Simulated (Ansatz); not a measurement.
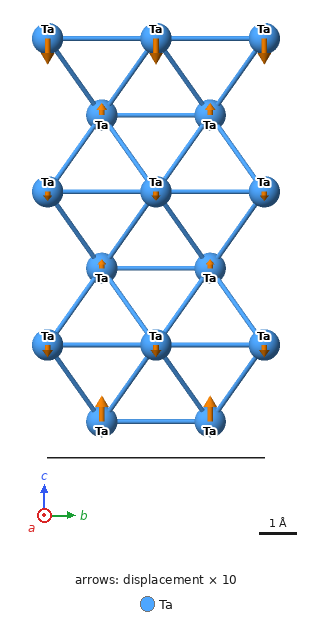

A (1 0 0) slab of Ta as cut from the relaxed bulk. The orange arrows show how the atoms are displaced, magnified 10 times. A ball-and-stick model of the 3 × 2 repeat of the cell, outlined in the plane, without the vacuum, seen along the a axis.

Computed with Ansatz, DFT PBE, scalar-relativistic, plane waves, PAW. Settings: plane-wave cutoff 420 eV; occupations gaussian; smearing width 0.1 eV; no spin polarisation. The k-mesh is chosen for each cell (12×12×16, 12×12×1).

### What was done to the structure, and with what result?

The atoms of the slab are relaxed at the bulk's in-plane cell. The surface energy (mean of the two faces) falls from 2.39 to 2.30 J/m². The top spacing, between the Ta and Ta planes, goes from 2.11 to 2.00 Å (−5.1 %), the bottom one (Ta to Ta) from 2.11 to 2.00 Å (−5.1 %). The lattice vectors keep their values. The largest moves relative to the layer's centre, 0.072 Å, are those of Ta atoms. Near-neighbour distances before and after: Ta–Ta 2.986 → 2.912 to 3.029 Å.
